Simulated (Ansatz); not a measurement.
**CoO: one change and its effect**

System: CoO (Fm-3m, 2 atoms in the cell).
Method of run A: DFT LDA, scalar-relativistic, plane waves, PAW (Ansatz 0.2.0).

The structure derives from an entry of the Crystallography Open Database. Text and figures count atoms from 1; the logs count them from 0 in places.

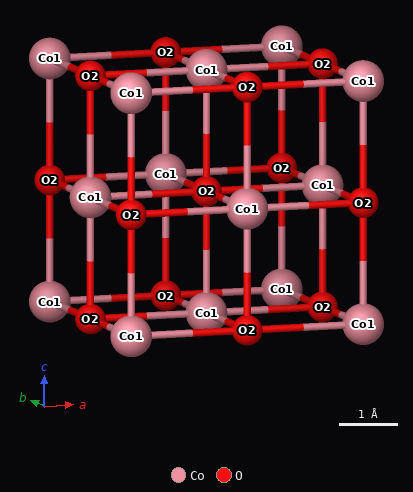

**Figure 1.** The structure (ball-and-stick view of the cell 4 times as large as that of the calculation, set on its symmetry axes, seen slightly off an axis; atoms are numbered from 1 in the order of the input). An atom can appear more than once, as a periodic image. Near neighbours in the periodic cell (some may lie outside the picture): Co has 6 O at 2.13 Å; O has 6 Co at 2.13 Å.

### Input, run A
```yaml
crystal:
  lattice:
    - [0.0, 2.1315016559, 2.1315016559]
    - [2.1315016559, 0.0, 2.1315016559]
    - [2.1315016559, 2.1315016559, 0.0]
  atoms:
    - { symbol: Co, position: [0.0, 0.0, 0.0], spin: 2.7, spin_axis: [1.0, 0.0, 0.0] }
    - { symbol: O, position: [0.5, 0.5, 0.5] }
basis:
  ecutwfc: 420
  ecutrho_ratio: 4
kpoints:
  mp_grid: { grid: [14, 14, 14] }
hamiltonian:
  xc: lda
scf:
  occupations: { method: gaussian, width: 0.05 }
output:
  forces: true
  stress: false
  eigenvalues: true
  populations: true
magnetization:
  noncollinear: true
  spin_orbit: false
  spin_spiral: { q: [0.5, 0.0, 0.5] }
```

Command:
```bash
ansatz run input.yaml --threads 4 --pin off --max-ram 9216MiB --backend cpu --events-out ev --progress --plain --runs-dir out
```

Hardware: 4 threads of Arm Neoverse V2, 24 GiB of memory available, shared host.

### Output, shortened to warnings, some set-up lines, iterations and results (run A)
```
Basis set: ecut = 420 eV, 339 PW (Γ)
Symmetry: 8 space group operations
k-points: 244 of 2744
Initial density: superposition of atomic densities (chi_scale 0.1, normalization cell, long waves kept (reshape's long-wave potential 0.00 eV rms))
[...]
SCF iter   1: F=—  HF=-5619.581474 eV  |F-HF|=—  |Δ(HF+E_count)|=         —  Δρ=4.96e-1  dr2=3.99e1  dr2_m=5.94e0  ethr=3.10e-3  |M|=7.17e-1 ∫|m|=8.14e-1 μB  |m|>n=0.0e0 …
SCF iter   2: F=—  HF=-5623.256528 eV  |F-HF|=—  |Δ(HF+E_count)|=    3.68e0  Δρ=5.55e-1  dr2=4.12e1  dr2_m=1.21e0  ethr=3.10e-3  |M|=2.54e0 ∫|m|=2.91e0 μB  |m|>n=0.0e0 …
SCF iter   3: F=—  HF=-5616.239059 eV  |F-HF|=—  |Δ(HF+E_count)|=    7.02e0  Δρ=1.37e-1  dr2=2.46e0  dr2_m=4.83e-2  ethr=3.10e-3  |M|=2.45e0 ∫|m|=2.72e0 μB  |m|>n=0.0e0 …
SCF iter   4: F=—  HF=-5616.003706 eV  |F-HF|=—  |Δ(HF+E_count)|=   2.35e-1  Δρ=6.05e-2  dr2=1.20e-1  dr2_m=1.67e-1  ethr=3.10e-3  |M|=2.19e0 ∫|m|=2.43e0 μB  |m|>n=0.0e0 …
SCF iter   5: F=—  HF=-5616.093358 eV  |F-HF|=—  |Δ(HF+E_count)|=   8.97e-2  Δρ=7.19e-2  dr2=9.69e-2  dr2_m=2.33e-1  ethr=5.24e-4  |M|=2.06e0 ∫|m|=2.29e0 μB  |m|>n=0.0e0 …
[... 12 lines ...]
SCF iter  18: F=—  HF=-5616.170314 eV  |F-HF|=—  |Δ(HF+E_count)|=   4.99e-5  Δρ=3.94e-4  dr2=2.65e-7  dr2_m=8.33e-6  ethr=3.55e-9  |M|=2.17e0 ∫|m|=2.41e0 μB  |m|>n=0.0e0 …
SCF iter  19: F=—  HF=-5616.170328 eV  |F-HF|=—  |Δ(HF+E_count)|=   1.48e-5  Δρ=8.97e-5  dr2=3.85e-7  dr2_m=3.90e-7  ethr=4.35e-10  |M|=2.18e0 ∫|m|=2.42e0 μB  |m|>n=0.0e0 …
SCF iter  20: F=—  HF=-5616.170329 eV  |F-HF|=—  |Δ(HF+E_count)|=   5.61e-8  Δρ=4.18e-5  dr2=2.05e-7  dr2_m=8.71e-8  ethr=1.15e-9  |M|=2.18e0 ∫|m|=2.42e0 μB  |m|>n=0.0e0 …
SCF iter  21: F=-5616.170328 eV  HF=-5616.170328 eV  |F-HF|=3.27e-9  |Δ(HF+E_count)|=   5.95e-8  Δρ=1.26e-5  dr2=5.26e-9  dr2_m=8.25e-9  ethr=4.35e-10  |M|=2.18e0 ∫|m|=2.42e0 …
SCF 1 converged in 21 iterations: F = -5616.170328 eV  dr2 = 5.26e-9
SCF converged after 21 iterations
Magnetization: |M| = 2.1789 μB,  M = (+2.1789, -0.0000, +0.0000) μB
Absolute magnetization: 2.4172 μB (∫|m|, with the PAW one-centre terms)
  site 0: m = (+2.1909, -0.0000, +0.0000) μB, |m| = 2.1909 μB  (R = 0.88 Å)
  site 1: m = (+0.1020, -0.0000, +0.0000) μB, |m| = 0.1020 μB  (R = 0.88 Å)
Free energy (F): -5616.170328 eV
Harris-Foulkes:  -5616.170328 eV  (|F-HF|=3.27e-9)
Internal energy: -5616.163230 eV  (E = F + TS)
E sigma→0 (E₀):  -5616.166779 eV
Entropy (-TS):   -0.007099 eV (-3.549 meV/atom)
Fermi energy:    13.453343 eV
--- Per-component energies (eV) ---
  E_band       = -309.227645
  E_kinetic    = 616.249327
  E_local      = -3442.096270  (includes V_loc(G=0)·N_el)
  E_nonlocal   = 520.408638
  E_hartree    = 1408.637883
  E_xc         = -225.464202
  E_vxc        = -291.758002  (∫ρ·V_xc dr)
  E_paw        = -1602.353471  (= ΣΔE_a)
  E_vpaw       = -529.314689  (= ΣTr[D̂ρ^β])
  E_aug_tail   = 0.002513  (compensation charges beyond the density's cutoff)
  E_ewald      = -2892.062819
  E_core_change = 0.515172  (= ΣΔE_core)
  E_smearing   = -0.007099  (= −TS)
  E_closure    = 0.000000  (closes the sum)
  Σ components = -5616.170328   (vs F -5616.170328, Δ=0.00e0)
--- Forces (eV/Å), atoms counted from 1 ---
  atom   1  Co     0.00000000     0.00000001     0.00000000
  atom   2  O      0.00000000    -0.00000001     0.00000000
  max |Σ_I F_I| component: 6.91e-9 eV/Å
--- Löwdin populations: 2 sites ---
  site symbol       q [e]
     0     Co     15.9859
     1      O      6.8917
  spilling = 0.005324 (of n_electrons = 23.000000)
```

Run B used a changed input.

### The two runs side by side

| quantity | run A | run B |
| --- | --- | --- |
| outcome | converged | converged |
| free energy per atom (eV) | −2808.0852 | −2808.1367 |
| energy per atom, smearing taken to zero (eV) | −2808.0834 | −2808.1356 |
| gap on the mesh (eV) | 0.00 | 0.00 |
| net moment of the cell (μB) | 2.18 | 2.93 |
| absolute moment of the cell (μB) | 2.42 | 2.94 |
| largest force (eV/Å) | 0.000 | 0.000 |
| SCF iterations | 21 | 21 |
| irreducible k-points | 244 | 104 |
| plane waves at Γ | 339 | 339 |
| wall time (shared host) | 34 s | 13 s |

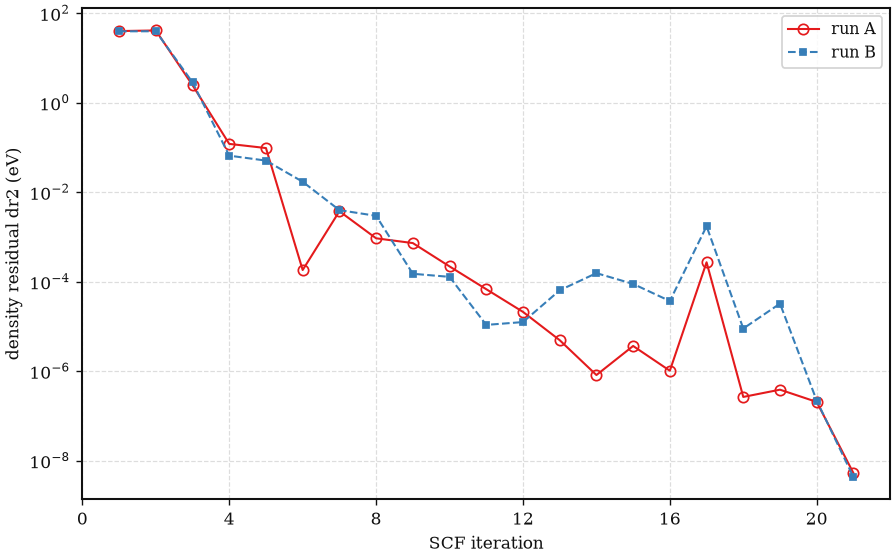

**Figure 2.** Convergence of the two runs: density residual dr2 against the SCF iteration. Run A takes 21 iterations in all, and run B takes 21.

What was changed in the input?

The change (lines with − go, lines with + come):
```diff
-  spin_spiral: { q: [0.5, 0.0, 0.5] }
+  spin_spiral: { q: [0, 0, 0] }
```

With the same functional and potentials, run B lies 51.6 meV per atom lower. The net moment of the cell goes from 2.18 to 2.93 μB. The number of SCF iterations is the same. The irreducible k-points go from 244 to 104. On the same kind of shared host run B took about 0.37 times as long.

### Output, shortened to warnings, some set-up lines, iterations and results (run B)
```
Basis set: ecut = 420 eV, 339 PW (Γ)
Symmetry: 48 space group operations
k-points: 104 of 2744
Initial density: superposition of atomic densities (chi_scale 0.1, normalization cell, long waves kept (reshape's long-wave potential 0.00 eV rms))
[...]
SCF iter   1: F=—  HF=-5619.543322 eV  |F-HF|=—  |Δ(HF+E_count)|=         —  Δρ=4.93e-1  dr2=3.94e1  dr2_m=6.11e0  ethr=3.10e-3  |M|=8.06e-1 ∫|m|=8.07e-1 μB  |m|>n=0.0e0 …
SCF iter   2: F=—  HF=-5623.342777 eV  |F-HF|=—  |Δ(HF+E_count)|=    3.80e0  Δρ=5.43e-1  dr2=3.95e1  dr2_m=2.14e0  ethr=3.10e-3  |M|=3.21e0 ∫|m|=3.21e0 μB  |m|>n=0.0e0 …
SCF iter   3: F=—  HF=-5616.209049 eV  |F-HF|=—  |Δ(HF+E_count)|=    7.13e0  Δρ=1.41e-1  dr2=2.85e0  dr2_m=6.54e-2  ethr=3.10e-3  |M|=3.00e0 ∫|m|=3.00e0 μB  |m|>n=0.0e0 …
SCF iter   4: F=—  HF=-5615.978462 eV  |F-HF|=—  |Δ(HF+E_count)|=   2.31e-1  Δρ=7.97e-2  dr2=6.55e-2  dr2_m=2.82e-1  ethr=3.10e-3  |M|=2.77e0 ∫|m|=2.77e0 μB  |m|>n=0.0e0 …
SCF iter   5: F=—  HF=-5616.125298 eV  |F-HF|=—  |Δ(HF+E_count)|=   1.47e-1  Δρ=7.63e-2  dr2=5.08e-2  dr2_m=2.59e-1  ethr=2.85e-4  |M|=2.67e0 ∫|m|=2.68e0 μB  |m|>n=0.0e0 …
[... 12 lines ...]
SCF iter  18: F=—  HF=-5616.273200 eV  |F-HF|=—  |Δ(HF+E_count)|=   3.73e-4  Δρ=1.02e-3  dr2=8.96e-6  dr2_m=4.58e-5  ethr=4.70e-8  |M|=2.91e0 ∫|m|=2.92e0 μB  |m|>n=0.0e0 …
SCF iter  19: F=—  HF=-5616.273375 eV  |F-HF|=—  |Δ(HF+E_count)|=   1.75e-4  Δρ=7.71e-4  dr2=3.23e-5  dr2_m=2.64e-5  ethr=3.89e-8  |M|=2.92e0 ∫|m|=2.93e0 μB  |m|>n=0.0e0 …
SCF iter  20: F=—  HF=-5616.273444 eV  |F-HF|=—  |Δ(HF+E_count)|=   6.91e-5  Δρ=8.37e-5  dr2=2.19e-7  dr2_m=3.11e-7  ethr=3.89e-8  |M|=2.93e0 ∫|m|=2.94e0 μB  |m|>n=0.0e0 …
SCF iter  21: F=-5616.273444 eV  HF=-5616.273444 eV  |F-HF|=7.94e-9  |Δ(HF+E_count)|=   3.96e-8  Δρ=2.46e-5  dr2=4.29e-9  dr2_m=2.69e-8  ethr=4.35e-10  |M|=2.93e0 ∫|m|=2.94e0 …
SCF 1 converged in 21 iterations: F = -5616.273444 eV  dr2 = 4.29e-9
SCF converged after 21 iterations
Magnetization: |M| = 2.9269 μB,  M = (+2.9269, +0.0000, +0.0000) μB
Absolute magnetization: 2.9383 μB (∫|m|, with the PAW one-centre terms)
  site 0: m = (+2.4539, +0.0000, +0.0000) μB, |m| = 2.4539 μB  (R = 0.88 Å)
  site 1: m = (+0.3547, +0.0000, +0.0000) μB, |m| = 0.3547 μB  (R = 0.88 Å)
Free energy (F): -5616.273444 eV
Harris-Foulkes:  -5616.273444 eV  (|F-HF|=7.94e-9)
Internal energy: -5616.268837 eV  (E = F + TS)
E sigma→0 (E₀):  -5616.271141 eV
Entropy (-TS):   -0.004607 eV (-2.303 meV/atom)
Fermi energy:    13.510929 eV
--- Per-component energies (eV) ---
  E_band       = -310.868261
  E_kinetic    = 615.973863
  E_local      = -3439.775472  (includes V_loc(G=0)·N_el)
  E_nonlocal   = 519.958647
  E_hartree    = 1406.655924
  E_xc         = -225.513713
  E_vxc        = -291.826668  (∫ρ·V_xc dr)
  E_paw        = -1602.022936  (= ΣΔE_a)
  E_vpaw       = -528.510667  (= ΣTr[D̂ρ^β])
  E_aug_tail   = 0.002496  (compensation charges beyond the density's cutoff)
  E_ewald      = -2892.062819
  E_core_change = 0.515172  (= ΣΔE_core)
  E_smearing   = -0.004607  (= −TS)
  E_closure    = -0.000000  (closes the sum)
  Σ components = -5616.273444   (vs F -5616.273444, Δ=0.00e0)
--- Forces (eV/Å), atoms counted from 1 ---
  atom   1  Co     0.00000000     0.00000000     0.00000000
  atom   2  O     -0.00000000    -0.00000000     0.00000000
  max |Σ_I F_I| component: 9.26e-26 eV/Å
--- Löwdin populations: 2 sites ---
  site symbol       q [e]
     0     Co     15.9490
     1      O      6.9239
  spilling = 0.005526 (of n_electrons = 23.000000)
```
